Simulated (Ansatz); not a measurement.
A structure file:

```
Ga Sb
1.0
     3.21141    0.00000    0.00000
     0.00000    5.18926    0.00000
     0.00000    0.00000    5.76557
Ga Sb
2 2
Direct
  0.00000 0.00000 0.00000
  0.50000 0.50000 0.50000
  0.00000 0.00000 0.50000
  0.50000 0.50000 0.00000
```

> Work out the structure from the coordinates.

The solid is GaSb. Space group Immm (No. 71), lattice body-centred orthorhombic. One cell contains 2 Ga, 2 Sb, 4 atoms in all.

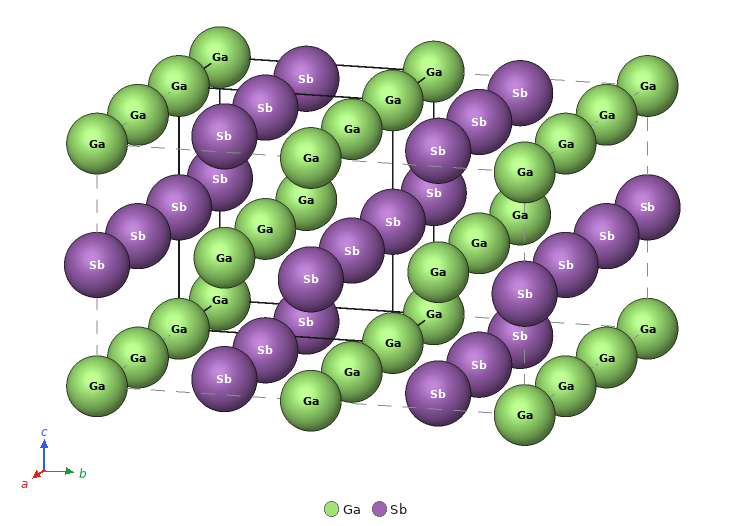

Spheres-only representation of a periodic structure, projected slightly off an axis. One conventional unit cell is drawn solid; the view covers 3×2×1 cells. Colours: gallium green, antimony purple.

Provenance: a structure listed in the Materials Project. It was relaxed with Ansatz 0.2.0, DFT PBE, scalar-relativistic, plane waves, PAW.
